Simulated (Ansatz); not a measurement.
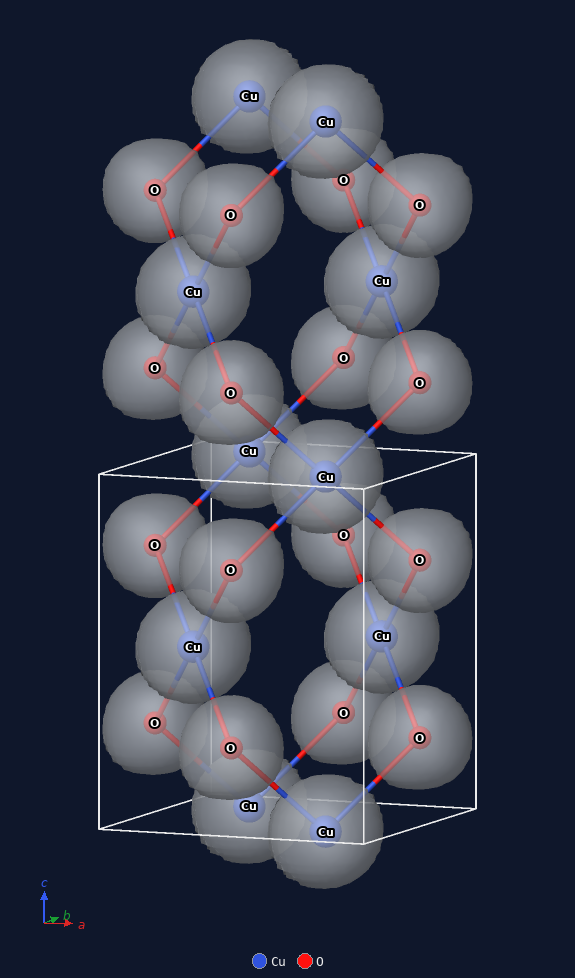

Figure. CuO. Isosurface of the valence pseudo-density at 1 e/Å³ (grey), seen slightly off an axis. Sticks mark near contacts.

Space group Cccm; computed without spin polarisation.

Method: DFT PBEsol, scalar-relativistic, plane waves, PAW in Ansatz 0.2.0.

In a PAW calculation such maps are meaningful between the atoms, not at the nuclei.

Q: Which contacts does the surface bridge?

A: At this value the density breaks into separate islands; it holds about 80 % of the electrons treated as valence (semicore included). It bridges none of the near contacts. It is pinched off along the sampled Cu–O (1.93 Å) contacts. On the grid the lowest density along these lines, outside the cores, is 0.69 e/Å³ (Cu–O, 1.93 Å).

Q: Does the calculation make it a metal, or give it a gap?

A: It is metallic or semimetallic at this level of theory: no gap opens; semilocal functionals without U, or without the true magnetic order, often close the gap of such compounds.
